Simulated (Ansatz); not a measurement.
The calculation's input:

```
crystal:
  lattice:
    - [0.0, 0.0, -5.2431684262]
    - [6.4367416346, 1.0e-10, 0.0]
    - [-3.2183708173, -5.5743817732, 0.0]
  atoms:
    - { symbol: Ga, position: [0.5008651352, 0.1666666667, 0.3333333333] }
    - { symbol: Ga, position: [0.5008651352, 0.6666666667, 0.3333333333] }
    - { symbol: Ga, position: [0.5008651352, 0.1666666667, 0.8333333333] }
    - { symbol: Ga, position: [0.5008651352, 0.6666666667, 0.8333333333] }
    - { symbol: Ga, position: [0.0008651352, 0.8333333333, 0.1666666667] }
    - { symbol: Ga, position: [0.0008651352, 0.3333333333, 0.1666666667] }
    - { symbol: Ga, position: [0.0008651352, 0.8333333333, 0.6666666667] }
    - { symbol: Ga, position: [0.0008651352, 0.3333333333, 0.6666666667] }
    - { symbol: "N", position: [0.1241348648, 0.1666666667, 0.3333333333] }
    - { symbol: "N", position: [0.1241348648, 0.6666666667, 0.3333333333] }
    - { symbol: "N", position: [0.1241348648, 0.1666666667, 0.8333333333] }
    - { symbol: "N", position: [0.1241348648, 0.6666666667, 0.8333333333] }
    - { symbol: "N", position: [0.6241348648, 0.8333333333, 0.1666666667] }
    - { symbol: "N", position: [0.6241348648, 0.3333333333, 0.1666666667] }
    - { symbol: "N", position: [0.6241348648, 0.8333333333, 0.6666666667] }
    - { symbol: "N", position: [0.6241348648, 0.3333333333, 0.6666666667] }
basis:
  ecutwfc: 420
  xc_grid: 2
kpoints:
  mp_grid: { grid: [3, 3, 3], shift: [0.0, 0.0, 0.0] }
hamiltonian:
  xc: pbe
scf:
  occupations: { method: gaussian, width: 0.01 }
output:
  forces: true
  stress: true
  eigenvalues: true
  write_density: true
  write_potential: true
  elf: true
  volumetric_format: npy
```

Run with:

```sh
ansatz run input.yaml --threads 4 --pin off --max-ram 10240MiB --backend cpu --events-out ev --progress --plain --runs-dir out
```

Space group P6₃mc; a structure from a database of computed crystals, not necessarily the ambient phase.

Theory: DFT PBE, scalar-relativistic, plane waves, PAW (Ansatz).

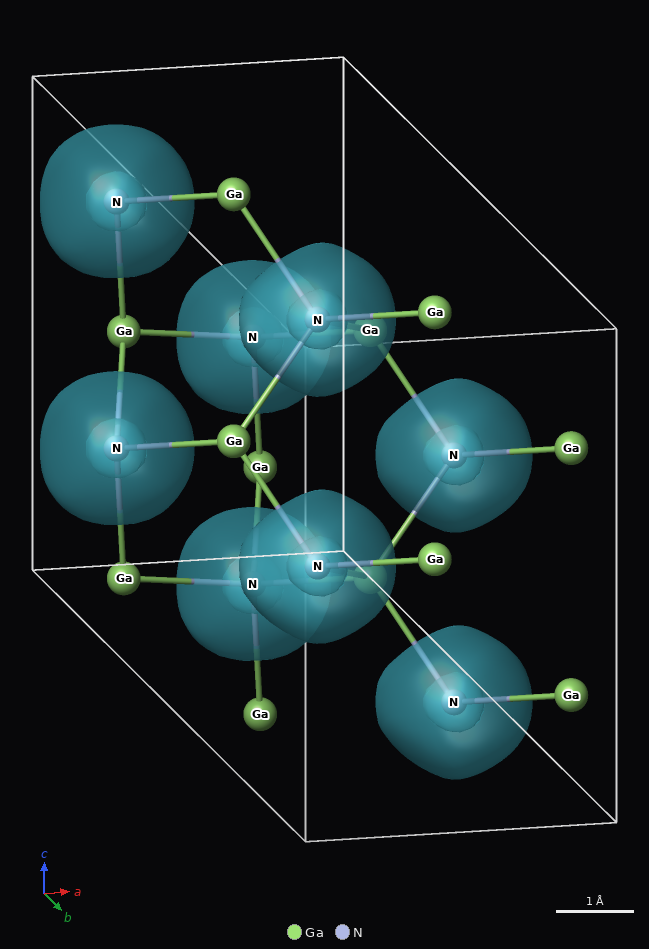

GaN. Isosurface of the electron localisation function at 0.6 (cyan), seen at an oblique angle. Only the valence region is drawn (cores and ρ < 0.01 e/Å³ removed). Sticks mark near contacts.

**Where are the electrons localised?**

The ELF exceeds this value in eight regions wrapped around N (the valence shell of each), counted in one cell of 16 atoms. Regions shared between cells count once. Along the contacts the grid gives the following. Ga–N (1.97 Å): the ELF peaks at about 0.85 in the valence shell of N, 0.7 Å from its nucleus, and is about 0.45 at the midpoint.
